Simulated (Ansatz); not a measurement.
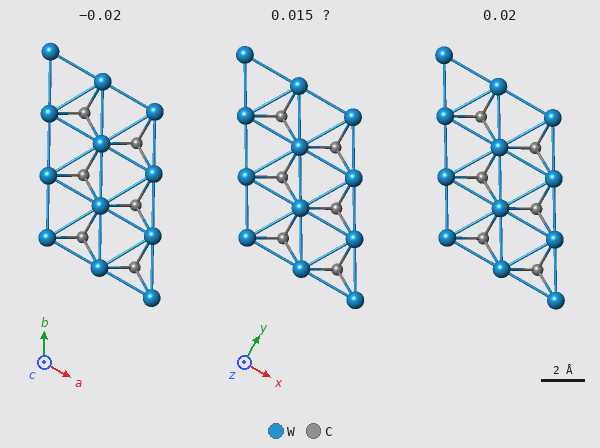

Solid WC (P-6m2): the cell is strained along x and oppositely along y, with the atoms kept at their fractional coordinates. x, y and z are the Cartesian axes of the input. Style: ball-and-stick. Shown: the cell of the calculation, repeated 2 × 3 × 3 with one cell outlined, along the c axis.

All numbers below come from DFT PBEsol, scalar-relativistic, plane waves, PAW in Ansatz. (plane-wave cutoff 420 eV; k-point mesh 18 × 18 × 16; occupations gaussian; smearing width 0.15 eV; no spin polarisation). Energies (free energies at the smearing named) are counted from the cell as listed in its source, which wasn't relaxed.

```json
{"strain": "−0.0200", "E − E(ref) (meV/atom)": "13.5"}
{"strain": "−0.0150", "E − E(ref) (meV/atom)": "7.5"}
{"strain": "−0.0100", "E − E(ref) (meV/atom)": "3.3"}
{"strain": "−0.0050", "E − E(ref) (meV/atom)": "0.8"}
{"strain": "0.0000", "E − E(ref) (meV/atom)": "0.0"}
{"strain": "0.0050", "E − E(ref) (meV/atom)": "0.8"}
{"strain": "0.0100", "E − E(ref) (meV/atom)": "3.3"}
{"strain": "0.0150", "E − E(ref) (meV/atom)": "?"}
{"strain": "0.0175", "E − E(ref) (meV/atom)": "10.0"}
{"strain": "0.0200", "E − E(ref) (meV/atom)": "13.0"}
```

One row is withheld. What is its energy?

Answer. A straight line between the two neighbours gives 7.8 meV/atom. A cubic through the four nearest rows (0.0050, 0.0100, 0.0175, 0.0200) gives, with Lagrange weights, (−0.0667)(0.8) + (0.3333)(3.3) + (1.0667)(10.0) + (−0.3333)(13.0) = 7.4 meV/atom. The calculation gives 7.4 meV/atom, so the cubic is right to the digits shown and the straight line 0.4 meV/atom too high, as the curve bends upwards here.

The whole profile:

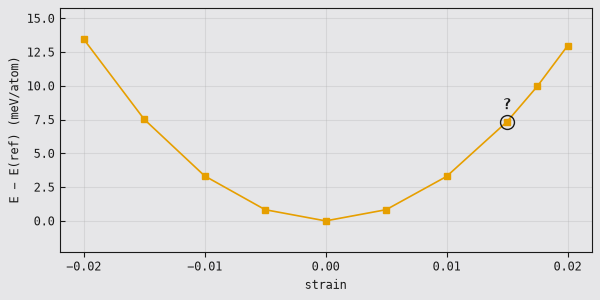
